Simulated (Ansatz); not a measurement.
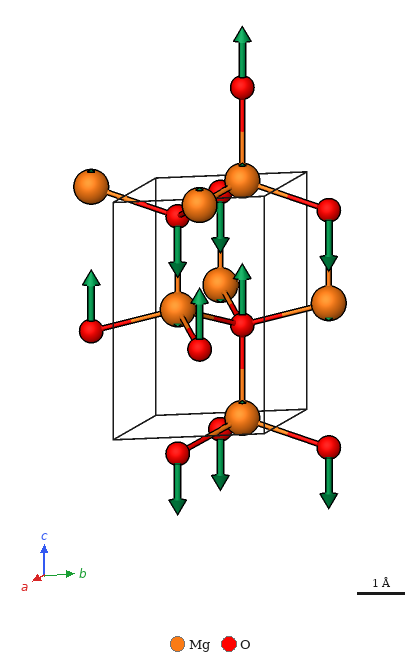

One vibrational mode of a crystal of MgO at the zone centre. Displacements are drawn as green arrows; their common scale and sign are arbitrary. A ball-and-stick model of the cell of the calculation, seen slightly off an axis.

These are results of DFT PBE, scalar-relativistic, plane waves, PAW in Ansatz 0.2.0, not measurements.

Input
```yaml
crystal:
  lattice:
    - [3.3150359637, 0.0, 0.0]
    - [-1.6575179818, 2.870905359, 0.0]
    - [0.0, 0.0, 5.1200048931]
  atoms:
    - { symbol: Mg, position: [0.3333333333, 0.6666666667, 0.0063082363] }
    - { symbol: Mg, position: [0.6666666667, 0.3333333333, 0.5063082363] }
    - { symbol: O, position: [0.3333333333, 0.6666666667, 0.3982917537] }
    - { symbol: O, position: [0.6666666667, 0.3333333333, 0.8982917537] }
basis:
  ecutwfc: 420
kpoints:
  mp_grid: { grid: [12, 12, 6] }
hamiltonian:
  xc: pbe
scf:
  occupations: { method: fixed }
output:
  eigenvalues: true
phonons:
  method: dfpt
  dielectric: true
  rigid_motions: translations
  eigenvectors: true
  qmesh: [3, 3, 1]
  temperatures: { t_max: 1000, t_step: 100 }
  qpath:
    path:
      - [[0.0, 0.0, 0.0], [0.5, 0.0, 0.0], [0.33333333, 0.33333333, 0.0], [0.0, 0.0, 0.0], [0.0, 0.0, 0.5], [0.5, 0.0, 0.5], [0.33333333, 0.33333333, 0.5], [0.0, 0.0, 0.5]]
      - [[0.5, 0.0, 0.5], [0.5, 0.0, 0.0]]
      - [[0.33333333, 0.33333333, 0.5], [0.33333333, 0.33333333, 0.0]]
    npoints: 8
```

Launched with:
```bash
ansatz run input.yaml --threads 1 --pin off --max-ram 2560MiB --backend cpu --events-out ev --progress --plain --runs-dir out
```

Frequencies are those without the non-analytic (LO–TO) term.

What mode is this, and where does it lie in the spectrum?

This is the B₁ mode at 517 cm⁻¹, the highest optical level, silent by symmetry (neither infrared- nor Raman-active). All motion is along c; atoms of one kind move against one another, with no net shift of any sublattice; it stretches the shortest Mg–O bonds (2.01 Å); the kinetic energy is shared as O 99 %, Mg 1 %.
